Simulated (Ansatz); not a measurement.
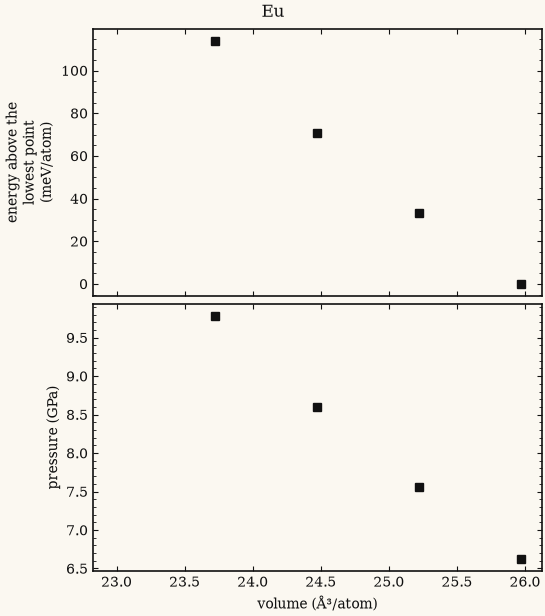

The figure shows the energy above the lowest point and pressure against volume for Eu, space group Fm-3m (No. 225) (one of a set of cubic test structures, which need not be the stable phase).

Method: equation of state of a cubic crystal from periodic Kohn-Sham density functional theory without spin; pressure corrected for the finite basis (Ansatz 0.2.0 development build). Level: r2SCAN.

structure type fcc; atoms in cell 1; space group number 225; lattice centring face-centred primitive; k mesh 12×12×12; occupation method Fermi–Dirac; occupation width 0.1 eV; wave cutoff 660 eV; datasets hand-made PAW; density tolerance 1e−09 eV; bands 15; density cutoff ratio 5; search for lower states default; xc grid level 2.

The point at volume 22.98 Å³/atom is left out of the plot. What does the calculation give there?

| volume (Å³/atom) | energy above the lowest point (meV/atom) | pressure (GPa) |
| --- | --- | --- |
| 22.98 | 163 | 11.111 |

Keep in mind: cubic model structure, not the ambient form; modest k-mesh, values are not fully converged in k; open f shell treated without spin; open f shell, state may not be the lowest; the volumes run don't bracket the minimum of the energy, so any equilibrium value is extrapolated.
